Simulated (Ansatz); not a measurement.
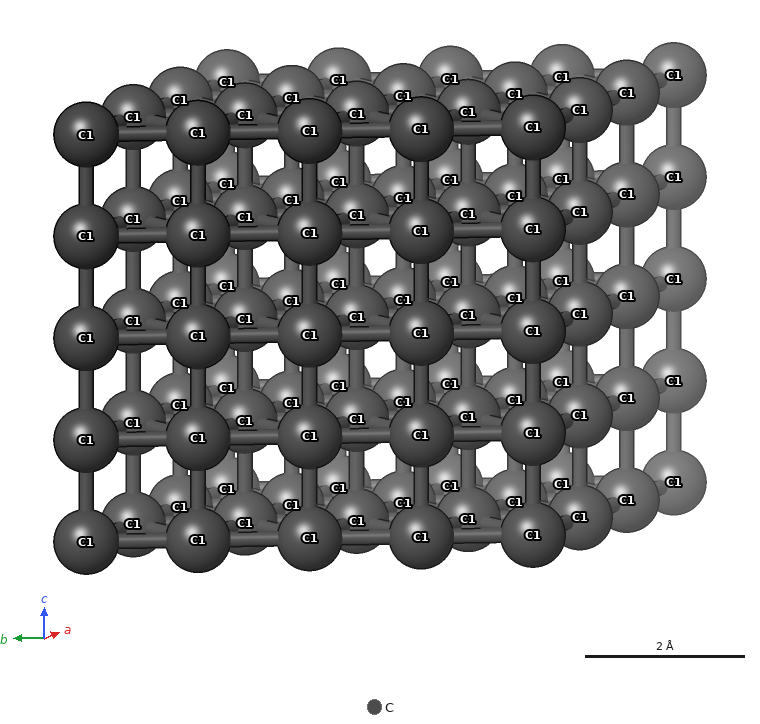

Fig. 1: The input geometry of run A (ball-and-stick view of the cell of the calculation, repeated 3 × 4 × 4, seen at an oblique angle; atoms are numbered from 1 in the order of the input).

## Two runs on C

System: C (1 atom in the cell).
Method of run A: DFT, PBE, all-electron LAPW, scalar-relativistic, no spin polarisation (Ansatz 0.2.0).

Text and figures count atoms from 1; the logs count them from 0 in places.

**Input, run A**
```yaml
crystal:
  lattice:
    - [1.4152296186, 0.0, 0.0]
    - [-0.7076148093, 1.2256248019, 0.0]
    - [0.0, 0.0, 1.3044806519]
  atoms:
    - { symbol: C, position: [0.0, 0.0, 0.0] }
kpoints:
  mp_grid: { grid: [24, 24, 22] }
  band_path:
    path:
      - [0.0, 0.0, 0.0]
      - [0.5, 0.0, 0.0]
      - [0.3333333333, 0.3333333333, 0.0]
      - [0.0, 0.0, 0.0]
      - [0.0, 0.0, 0.5]
      - [0.5, 0.0, 0.5]
      - [0.3333333333, 0.3333333333, 0.5]
      - [0.0, 0.0, 0.5]
      - [0.5, 0.0, 0.5]
    npoints: 8
scf:
  occupations: { method: fermi_dirac, width: 0.1 }
hamiltonian:
  xc: pbe
  pseudopotentials: { kind: all_electron, lapw: { basis_error: 0.001 } }
output:
  forces: true
  stress: true
  eigenvalues: true
  populations: true
  dos: { projected: true, de: 0.2, e_range: [-14, 8] }
```

Command:
```bash
ansatz run input.yaml --threads 1 --pin off --max-ram 2048MiB --backend cpu --events-out ev --progress --plain --runs-dir out
```

Hardware: 1 thread of Intel Xeon (Sapphire Rapids), 32 GiB of memory available, shared host.

**Output, shortened to warnings, some set-up lines, iterations and results (run A)**
```
Basis set: ecut = 634.7533591717291 eV, 71 PW (Γ), exchange–correlation at level 2
Symmetry: 24 space group operations
k-points: 732 of 12672
Initial density: superposition of atomic densities (chi_scale 0.1, normalization cell)
[...]
SCF iter   1: F=—  HF=-1025.830692 eV  |F-HF|=—  |Δ(HF+E_count)|=         —  Δρ=2.46e-1  dr2=3.99e-1  ethr=6.66e-3  ⟨swp⟩=2.0  Hψ=40165  notcnv=0
SCF iter   2: F=—  HF=-1025.674503 eV  |F-HF|=—  |Δ(HF+E_count)|=   1.56e-1  Δρ=1.10e-1  dr2=7.99e-2  ethr=6.66e-3  ⟨swp⟩=2.1  Hψ=15289  notcnv=0  defer=1
SCF iter   3: F=—  HF=-1025.643109 eV  |F-HF|=—  |Δ(HF+E_count)|=   3.14e-2  Δρ=3.57e-3  dr2=7.44e-5  ethr=1.25e-6  ⟨swp⟩=2.7  Hψ=26376  notcnv=0
SCF iter   4: F=—  HF=-1025.643110 eV  |F-HF|=—  |Δ(HF+E_count)|=         —  Δρ=1.57e-4  dr2=1.06e-7  ethr=1.24e-6  ⟨swp⟩=2.0  Hψ=12235  notcnv=0
SCF iter   5: F=-1025.643110 eV  HF=-1025.643110 eV  |F-HF|=9.08e-10  |Δ(HF+E_count)|=   1.15e-7  Δρ=1.72e-5  dr2=9.63e-10  ethr=1.77e-9  ⟨swp⟩=2.6  Hψ=13032  notcnv=0
SCF 1 converged in 5 iterations: F = -1025.643110 eV  dr2 = 9.63e-10
NSCF: frozen V_eff on 65 k-points
SCF converged after 5 iterations
Free energy (F): -1025.643110 eV
Harris-Foulkes:  -1025.643110 eV  (|F-HF|=9.08e-10)
Internal energy: -1025.640284 eV  (E = F + TS)
E sigma→0 (E₀):  -1025.641697 eV
Entropy (-TS):   -0.002827 eV (-2.827 meV/atom)
Fermi energy:    40.819380 eV
--- Per-component energies (eV) ---
  E_band       = -363.336402
  E_kinetic    = 1090.121954
  E_xc         = -159.171018
  E_electrostatic = -1956.591220  (all electrons and nuclei)
  E_smearing   = -0.002827  (= −TS)
  E_closure    = 0.000000  (closes the sum)
  E_atoms      = -1027.632824  (free atoms, spherical and without spin; not in F)
  Σ components = -1025.643110   (vs F -1025.643110, Δ=0.00e0)
  Basis errors (estimates in eV, not in F): energy 5.5e-4 per atom: plane waves 5.1e-4 (3.0e-4 summed), levels above the bands 6.7e-223, relativity 2.2e-8, radial functions 4.1e-5, core shells 0.0e0; eigenvalues (radial functions only) 3.0e-5; not estimated: angular momenta, meshes, grids; target …
--- Forces (eV/Å), atoms counted from 1 ---
  atom   1  C      0.00000000    -0.00000000     0.00000000
  max |Σ_I F_I| component: 3.29e-32 eV/Å
--- Stress (GPa, compression-positive) ---
     1628.482399      -0.000000       0.000000
        0.000000    1628.482399       0.000000
        0.000000       0.000000    1628.748967
  P = ⅓ Tr σ = 1628.5713 GPa (16285.713 kbar)
--- Löwdin populations: 1 site ---
  site symbol       q [e]
     0      C      5.9714
  spilling = 0.004766 (of n_electrons = 6.000000)
```

The input of run B differs as follows (lines with − go, lines with + come):
```diff
-  mp_grid: { grid: [24, 24, 22] }
+  mp_grid: { grid: [24, 24, 22], shift: [0.5, 0.5, 0.5] }
+  convergence: { dr2_threshold: 1.0e-09 }
-  dos: { projected: true, de: 0.2, e_range: [-14, 8] }
```

Predict how the results change.

The free energy of run B is 5.6 meV per atom lower, which comes mainly from the change of mesh; a solver setting shouldn't move a converged energy. The pressure goes from 1628.57 to 1629.22 GPa. The SCF takes 6 iterations against 5. The irreducible k-points go from 732 to 1716. On the same kind of shared host run B took about 2.3 times as long.

**Output, shortened to warnings, some set-up lines, iterations and results (run B)**
```
Warning: crystal.symmetry: narrowed to the stabiliser of the k-point mesh — unitary ops 24 → 8; excluded 16 operations that carry a point of the 24×24×22 mesh (shift [0.5, 0.5, 0.5]) off the mesh (the run samples exactly the mesh kpoints.mp_grid names, as under crystal.symmetry.detect: false, and its converged state has the mesh's symmetry, not the crystal's; ε∞, the Born charges and the force …
Basis set: ecut = 634.7533591717291 eV, 71 PW (Γ), exchange–correlation at level 2
Symmetry: 8 space group operations
k-points: 1716 of 12672
Initial density: superposition of atomic densities (chi_scale 0.1, normalization cell)
[...]
SCF iter   1: F=—  HF=-1025.837188 eV  |F-HF|=—  |Δ(HF+E_count)|=         —  Δρ=2.46e-1  dr2=4.01e-1  ethr=6.69e-3  ⟨swp⟩=2.0  Hψ=94221  notcnv=0
SCF iter   2: F=—  HF=-1025.680325 eV  |F-HF|=—  |Δ(HF+E_count)|=   1.57e-1  Δρ=1.11e-1  dr2=8.04e-2  ethr=6.69e-3  ⟨swp⟩=2.1  Hψ=35688  notcnv=0
SCF iter   3: F=—  HF=-1025.648754 eV  |F-HF|=—  |Δ(HF+E_count)|=   3.16e-2  Δρ=3.58e-3  dr2=7.58e-5  ethr=1.27e-6  ⟨swp⟩=2.7  Hψ=61708  notcnv=0
SCF iter   4: F=—  HF=-1025.648755 eV  |F-HF|=—  |Δ(HF+E_count)|=         —  Δρ=1.58e-4  dr2=1.14e-7  ethr=1.26e-6  ⟨swp⟩=2.0  Hψ=28545  notcnv=0
SCF iter   5: F=—  HF=-1025.648755 eV  |F-HF|=—  |Δ(HF+E_count)|=   1.11e-7  Δρ=2.05e-5  dr2=1.46e-9  ethr=1.90e-9  ⟨swp⟩=2.6  Hψ=30300  notcnv=0
SCF iter   6: F=-1025.648755 eV  HF=-1025.648755 eV  |F-HF|=2.77e-11  |Δ(HF+E_count)|=   1.39e-9  Δρ=1.08e-6  dr2=3.56e-12  ethr=2.43e-11  ⟨swp⟩=2.6  Hψ=29956  notcnv=0
SCF 1 converged in 6 iterations: F = -1025.648755 eV  dr2 = 3.56e-12
NSCF: frozen V_eff on 65 k-points
SCF converged after 6 iterations
Free energy (F): -1025.648755 eV
Harris-Foulkes:  -1025.648755 eV  (|F-HF|=2.77e-11)
Internal energy: -1025.645556 eV  (E = F + TS)
E sigma→0 (E₀):  -1025.647155 eV
Entropy (-TS):   -0.003198 eV (-3.198 meV/atom)
Fermi energy:    40.698335 eV
--- Per-component energies (eV) ---
  E_band       = -363.334635
  E_kinetic    = 1090.154660
  E_xc         = -159.174844
  E_electrostatic = -1956.625372  (all electrons and nuclei)
  E_smearing   = -0.003198  (= −TS)
  E_closure    = 0.000000  (closes the sum)
  E_atoms      = -1027.632824  (free atoms, spherical and without spin; not in F)
  Σ components = -1025.648755   (vs F -1025.648755, Δ=0.00e0)
  Basis errors (estimates in eV, not in F): energy 5.5e-4 per atom: plane waves 5.1e-4 (3.0e-4 summed), levels above the bands 2.3e-224, relativity 2.2e-8, radial functions 4.2e-5, core shells 0.0e0; eigenvalues (radial functions only) 2.3e-5; not estimated: angular momenta, meshes, grids; target …
--- Forces (eV/Å), atoms counted from 1 ---
  atom   1  C      0.00000000     0.00000000     0.00000000
  max |Σ_I F_I| component: 0.00e0 eV/Å
--- Stress (GPa, compression-positive) ---
     1619.047481     -13.621426       0.000000
      -13.621426    1603.318813       0.000000
        0.000000       0.000000    1665.282517
  P = ⅓ Tr σ = 1629.2163 GPa (16292.163 kbar)
--- Löwdin populations: 1 site ---
  site symbol       q [e]
     0      C      5.9717
  spilling = 0.004718 (of n_electrons = 6.000000)
```

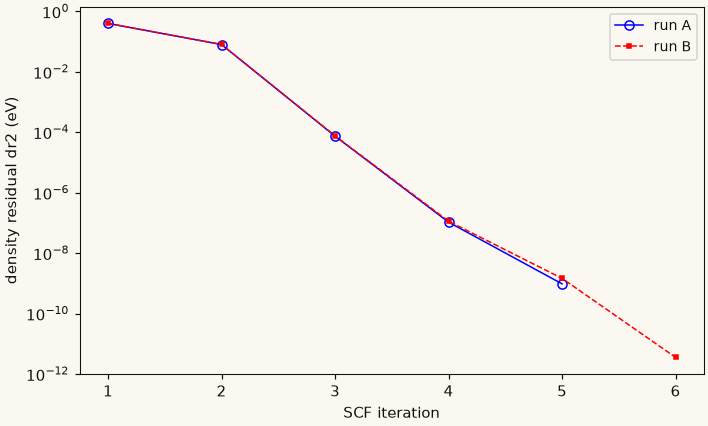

Fig. 2: Convergence of the two runs: density residual dr2 against the SCF iteration. Run A takes 5 iterations in all, and run B takes 6.

**The two runs side by side**

| quantity | run A | run B |
| --- | --- | --- |
| outcome | converged | converged |
| free energy per atom (eV) | −1025.6431 | −1025.6488 |
| energy per atom, smearing taken to zero (eV) | −1025.6417 | −1025.6472 |
| pressure (GPa) | 1628.57 | 1629.22 |
| largest force (eV/Å) | 0.000 | 0.000 |
| SCF iterations | 5 | 6 |
| irreducible k-points | 732 | 1716 |
| plane waves at Γ | 71 | 71 |
| wall time (shared host) | 14 s | 33 s |

For both runs: The cell is under a pressure of 1629 GPa at this level, so it is not at its equilibrium volume. For run B: Warnings: the k-point mesh lowers the symmetry that the run can use.
